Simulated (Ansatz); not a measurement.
## Two runs on BN

System: BN (F-43m, 2 atoms in the cell).
Method of the first run: DFT, PBE, norm-conserving pseudopotentials, Ansatz's default files, scalar-relativistic, no spin polarisation (Ansatz 0.2.0).

Text and figures count atoms from 1; the logs count them from 0 in places.

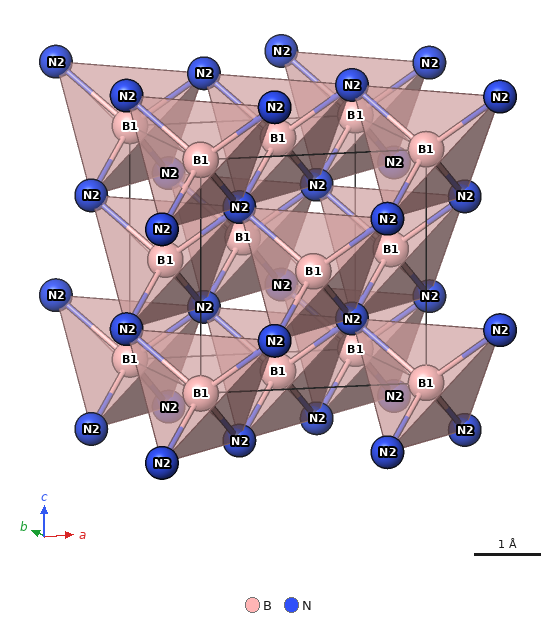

**Figure 1.** The input geometry (polyhedral view of the cell 4 times as large as that of the calculation, set on its symmetry axes, seen slightly off an axis; polyhedra are completed across the faces of the cell; atoms are numbered from 1 in the order of the input).

## The input, the first run
```yaml
crystal:
  lattice:
    - [0.0, 1.8123519188, 1.8123519188]
    - [1.8123519188, 0.0, 1.8123519188]
    - [1.8123519188, 1.8123519188, 0.0]
  atoms:
    - { symbol: B, position: [0.0, 0.0, 0.0] }
    - { symbol: "N", position: [0.25, 0.25, 0.25] }
kpoints:
  mp_grid: { grid: [15, 15, 15] }
scf:
  occupations: { method: fermi_dirac, width: 0.05 }
hamiltonian:
  xc: pbe
  pseudopotentials: { kind: nc }
output:
  forces: true
  stress: true
  eigenvalues: true
```

Launched with:
```bash
ansatz run input.yaml --threads 1 --pin off --max-ram 2048MiB --backend cpu --events-out ev --progress --plain --runs-dir out
```

Hardware: 1 thread of Intel Xeon (Granite Rapids), 64 GiB of memory available, shared host.

## Output, shortened to warnings, some set-up lines, iterations and results (the first run)
```
Basis set: ecut = 1240 eV, 1243 PW (Γ), exchange–correlation on 60×60×60 points (8 copies of the dense FFT grid, shifted against one another)
Symmetry: 24 space group operations
k-points: 120 of 3375 (time reversal used)
Initial density: superposition of atomic densities (chi_scale 0.1, normalization cell, long waves kept (reshape's long-wave potential 0.00 eV rms))
[...]
SCF iter   1: F=—  HF=-378.602878 eV  |F-HF|=—  |Δ(HF+E_count)|=         —  Δρ=1.49e-1  dr2=2.13e0  ethr=3.10e-3  ⟨swp⟩=5.5  Hψ=8004  notcnv=0
SCF iter   2: F=—  HF=-378.003833 eV  |F-HF|=—  |Δ(HF+E_count)|=   5.99e-1  Δρ=6.23e-2  dr2=2.61e-1  ethr=3.10e-3  ⟨swp⟩=3.0  Hψ=3141  notcnv=0
SCF iter   3: F=—  HF=-377.949072 eV  |F-HF|=—  |Δ(HF+E_count)|=   5.48e-2  Δρ=2.27e-2  dr2=3.84e-2  ethr=3.10e-3  ⟨swp⟩=3.2  Hψ=1743  notcnv=0
SCF iter   4: F=—  HF=-377.944897 eV  |F-HF|=—  |Δ(HF+E_count)|=   4.17e-3  Δρ=2.94e-3  dr2=3.83e-4  ethr=4.81e-4  ⟨swp⟩=3.4  Hψ=1970  notcnv=0
SCF iter   5: F=—  HF=-377.945059 eV  |F-HF|=—  |Δ(HF+E_count)|=   1.62e-4  Δρ=2.54e-4  dr2=4.77e-6  ethr=4.79e-6  ⟨swp⟩=2.0  Hψ=1441  notcnv=0
SCF iter   6: F=—  HF=-377.945059 eV  |F-HF|=—  |Δ(HF+E_count)|=   7.79e-7  Δρ=2.18e-5  dr2=1.34e-8  ethr=1.25e-9  ⟨swp⟩=5.0  Hψ=5957  notcnv=0
SCF iter   7: F=-377.945059 eV  HF=-377.945059 eV  |F-HF|=5.03e-10  |Δ(HF+E_count)|=   1.49e-8  Δρ=2.82e-6  dr2=7.01e-10  ethr=1.68e-10  ⟨swp⟩=2.2  Hψ=3318  notcnv=0
SCF 1 converged in 7 iterations: F = -377.945059 eV  dr2 = 7.01e-10
SCF converged after 7 iterations
Free energy (F): -377.945059 eV
Harris-Foulkes:  -377.945059 eV  (|F-HF|=5.03e-10)
Internal energy: -377.945059 eV  (E = F + TS)
E sigma→0 (E₀):  -377.945059 eV
Fermi energy:    13.292272 eV
--- Per-component energies (eV) ---
  E_band       = 25.613214
  E_kinetic    = 262.556802
  E_local      = -184.639683  (includes V_loc(G=0)·N_el)
  E_nonlocal   = -14.652082
  E_hartree    = 49.524275
  E_xc         = -133.309166
  E_vxc        = -136.700054  (∫ρ·V_xc dr)
  E_ewald      = -357.425204
  E_smearing   = -0.000000  (= −TS)
  E_closure    = -0.000000  (closes the sum)
  Σ components = -377.945059   (vs F -377.945059, Δ=0.00e0)
--- Forces (eV/Å), atoms counted from 1 ---
  atom   1  B      0.00000000    -0.00000000     0.00000000
  atom   2  N     -0.00000000    -0.00000000     0.00000000
  max |Σ_I F_I| component: 5.46e-16 eV/Å
--- Stress (GPa, compression-positive) ---
        0.148020       0.000000      -0.000000
       -0.000000       0.148020       0.000000
       -0.000000       0.000000       0.148020
  P = ⅓ Tr σ = 0.1480 GPa (1.480 kbar)
```

The input of the second run differs as follows (lines with − go, lines with + come):
```diff
-  pseudopotentials: { kind: nc }
+  pseudopotentials: { kind: all_electron, datasets: crystal }
```

Predict how the results change.

The total energies belong to different models, so their difference says nothing on which is more stable or more accurate. The pressure goes from 0.15 to −0.01 GPa. The number of SCF iterations is the same. The plane waves at Γ go from 1243 to 331. On the same kind of shared host the second run took about 1.8 times as long.

## Output, shortened to warnings, some set-up lines, iterations and results (the second run)
```
Basis set: ecut = 520 eV, 331 PW (Γ), exchange–correlation on 48×48×48 points (8 copies of the dense FFT grid, shifted against one another)
Symmetry: 24 space group operations
k-points: 120 of 3375 (time reversal used)
Initial density: superposition of atomic densities (neutral atoms: chi_scale 0, normalization atom)
[...]
SCF iter   1: F=—  HF=-2169.429707 eV  |F-HF|=—  |Δ(HF+E_count)|=         —  Δρ=1.76e-1  dr2=2.97e0  ethr=3.72e-2  ⟨swp⟩=2.0  Hψ=5533  notcnv=0
SCF iter   2: F=—  HF=-2168.722635 eV  |F-HF|=—  |Δ(HF+E_count)|=   7.07e-1  Δρ=6.72e-2  dr2=3.05e-1  ethr=3.72e-2  ⟨swp⟩=3.0  Hψ=2102  notcnv=0
SCF iter   3: F=—  HF=-2168.685008 eV  |F-HF|=—  |Δ(HF+E_count)|=   3.76e-2  Δρ=2.36e-2  dr2=4.57e-2  ethr=3.81e-3  ⟨swp⟩=2.7  Hψ=2056  notcnv=0
SCF iter   4: F=—  HF=-2168.690487 eV  |F-HF|=—  |Δ(HF+E_count)|=   5.48e-3  Δρ=2.18e-3  dr2=3.94e-4  ethr=5.01e-6  ⟨swp⟩=2.2  Hψ=4689  notcnv=0
SCF iter   5: F=—  HF=-2168.690681 eV  |F-HF|=—  |Δ(HF+E_count)|=   1.94e-4  Δρ=6.46e-4  dr2=1.77e-5  ethr=4.92e-6  ⟨swp⟩=2.1  Hψ=1460  notcnv=0
SCF iter   6: F=—  HF=-2168.690751 eV  |F-HF|=—  |Δ(HF+E_count)|=   6.97e-5  Δρ=7.67e-5  dr2=3.77e-7  ethr=2.22e-7  ⟨swp⟩=3.0  Hψ=1726  notcnv=0
SCF iter   7: F=-2168.690751 eV  HF=-2168.690751 eV  |F-HF|=5.22e-10  |Δ(HF+E_count)|=   4.91e-7  Δρ=2.26e-6  dr2=1.14e-10  ethr=4.71e-9  ⟨swp⟩=3.0  Hψ=1850  notcnv=0
SCF 1 converged in 7 iterations: F = -2168.690750 eV  dr2 = 1.14e-10
  Residual-converged pass: ⟨swp⟩=3.0  Hψ=1800  notcnv=0  max |occ|·‖R‖ = 5.2e-6 eV (tolerance 5.3e-6 eV)  dr2=1.33e-10  dr2_onsite=1.61e-9  max |Δocc| = 0.0e0
SCF converged after 7 iterations
Free energy (F): -2168.690750 eV
Harris-Foulkes:  -2168.690750 eV  (|F-HF|=5.22e-10)
Internal energy: -2168.690750 eV  (E = F + TS)
E sigma→0 (E₀):  -2168.690750 eV
Past the cutoff: the bands carry plane waves up to 1.75 times it, of which those up to 1.5 times it add -0.000115 eV an atom, each by itself; the spheres take 0.000104 eV an atom off the energy for waves past 1.75 times it
By the cutoff:   a pressure is off by up to 0.008 GPa (1.2 times the spheres' own share and the shells' term, over an atom's volume, and 0.004 GPa: a bound that held against runs at twice the plane waves)
Past the cutoffs: a stress includes 0.0047 GPa for waves and charges beyond them, in addition to the slope of what the spheres take
In the spheres:  the bands' charges fall short by 4.1e-7 e at most (sound up to 1e-3), those of shells solved beside the bands by 4.4e-9 e (sound up to 5e-4)
Fermi energy:    13.589752 eV
--- Per-component energies (eV) ---
  E_band       = 27.993687
  E_kinetic    = 180.005598
  E_local      = -274.689881  (includes V_loc(G=0)·N_el)
  E_nonlocal   = -5.284673
  E_hartree    = 108.392658
  E_xc         = -88.971523
  E_vxc        = -116.353403  (∫ρ·V_xc dr)
  E_paw        = -2662.094128  (= ΣΔE_a)
  E_vpaw       = -1081.415813  (= ΣTr[D̂ρ^β])
  E_ewald      = -534.995310
  E_smearing   = -0.000000  (= −TS)
  E_closure    = 1108.946508  (closes the sum)
  Σ components = -2168.690750   (vs F -2168.690750, Δ=0.00e0)
  The terms above E_closure are by the made datasets' own strengths, without shells solved beside the bands.
--- Forces (eV/Å), atoms counted from 1 ---
  atom   1  B      0.00000000     0.00000000    -0.00000000
  atom   2  N     -0.00000000    -0.00000000     0.00000000
  max |Σ_I F_I| component: 3.33e-16 eV/Å
--- Stress (GPa, compression-positive) ---
       -0.009802      -0.000000      -0.000000
       -0.000000      -0.009802       0.000000
       -0.000000       0.000000      -0.009802
  P = ⅓ Tr σ = -0.0098 GPa (-0.098 kbar)
  It holds what live shells' own plane waves past their cutoff add
```

## The two runs side by side

| quantity | the first run | the second run |
| --- | --- | --- |
| outcome | converged | converged |
| free energy per atom (eV) | −188.9725 | −1084.3454 |
| gap on the mesh (eV) | 4.51 | 4.51 |
| pressure (GPa) | 0.15 | −0.01 |
| largest force (eV/Å) | 0.000 | 0.000 |
| SCF iterations | 7 | 7 |
| irreducible k-points | 120 | 120 |
| plane waves at Γ | 1243 | 331 |
| wall time (shared host) | 2.8 s | 4.8 s |
